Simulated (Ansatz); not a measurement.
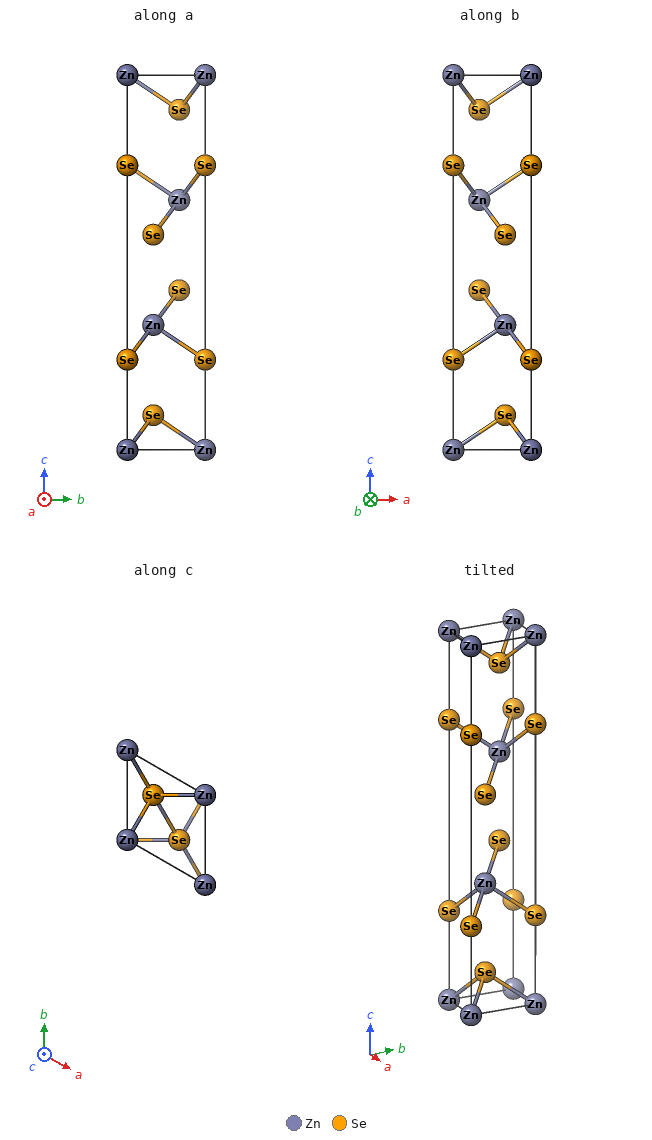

We look at a ball-and-stick model of the crystal along the a axis, along the b axis, along the c axis and slightly off an axis. The outline marks the conventional unit cell.

Lattice parameters: a = 3.706 Å, b = 3.706 Å, c = 15.472 Å, α = 90.00°, β = 90.00°, γ = 120.00°. Put a along x and b in the xy plane.

Turn the picture into a POSCAR file, with free fractional coordinates to two decimals.

```
Zn Se
1.0
     3.706    0.000    0.000
    -1.853    3.209    0.000
     0.000    0.000   15.472
Zn Se
3 6
Direct
  0.00 0.00 0.00
  0.6667 0.3333 0.3333
  0.3333 0.6667 0.6667
  0.00 0.00 0.76
  0.3333 0.6667 0.91
  0.6667 0.3333 0.09
  0.00 0.00 0.24
  0.3333 0.6667 0.43
  0.6667 0.3333 0.57
```

The model was built from a structure type filled with these elements by a generator (whether the compound takes this form wasn't checked). The geometry was optimised with Ansatz 0.2.0, DFT r2SCAN, scalar-relativistic, plane waves, PAW.
